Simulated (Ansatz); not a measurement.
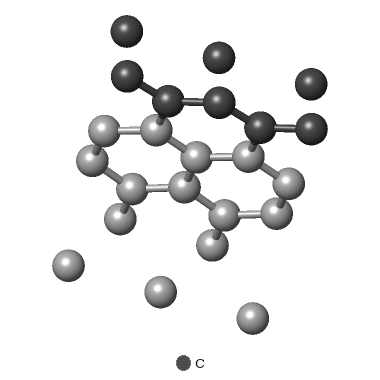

The system is CO on a C(111) slab cut from the C2/m phase, its upper half relaxed before the scan (16 atoms of substrate and one adsorbate in a 2 × 1 cell); the picture shows it without the atoms that are moved over the map. 
- CO (O end down) is moved over the surface cell at a fixed height above a rigid substrate; the origin of the map has the adsorbate above C15; the height is held at 2.70 Å.
- Places are given modulo a cell vector. The map is drawn in real space over the plane of the surface.
- The grid has 4 × 4 points.
- Places are given in fractions of the 1 × 1 surface cell.
- All energies are given in meV relative to the lowest grid point.
- At a fixed height the lowest place need not be the adsorption site.
- Computed with DFT PBE+D3(BJ), scalar-relativistic, plane waves, PAW (Ansatz). Settings: cutoff 420 eV, k-mesh 6×6×1, gaussian smearing 0.05 eV, no spin polarisation.

Range: position of O17 along the first surface vector from 0.00 to 0.75; position of O17 along the second surface vector from 0.00 to 0.75.

### Predict the map.

The lowest grid point is at a fourfold hollow, (2/4, 2/4) of the cell vectors. The highest grid point, the top site over a surface C atom, (0/4, 0/4) of the cell vectors, lies 79.7 meV above the lowest.

| second ↓, first → | 0/4 | 1/4 | 2/4 | 3/4 |
| --- | --- | --- | --- | --- |
| 3/4 | 36.8 | 22.2 | 8.1 | 22.3 |
| 2/4 | 3.5 | 1.7 | 0.0 | 1.8 |
| 1/4 | 30.9 | 26.9 | 22.8 | 26.9 |
| 0/4 | 79.7 | 56.2 | 33.3 | 56.2 |

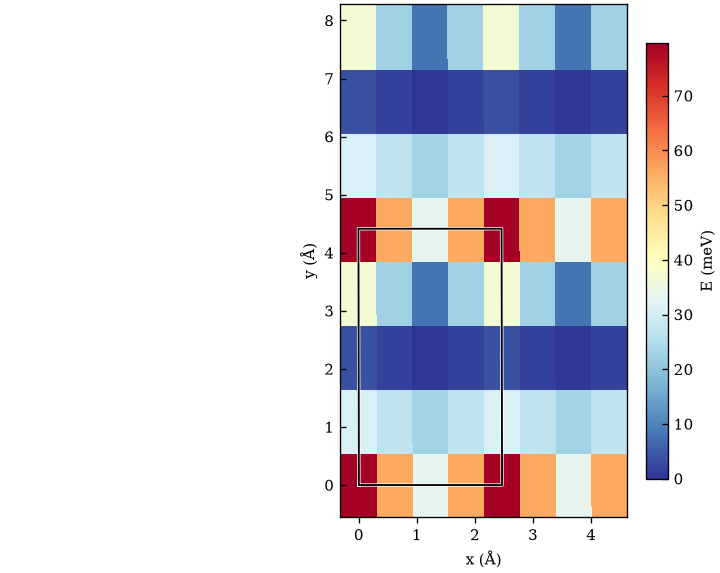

Drawn: one coloured cell a grid point, the outline of one cell of the 2 × 2 shown.

Each point was launched as `ansatz run input.yaml --threads 1 --pin off --max-ram 3072MiB --backend cpu --events-out ev --progress --plain --runs-dir out`. Time for the 16 points that were run: 27 min on 1 thread of Arm Neoverse V2, with other jobs on the host.

PAW datasets: the set soft_1.
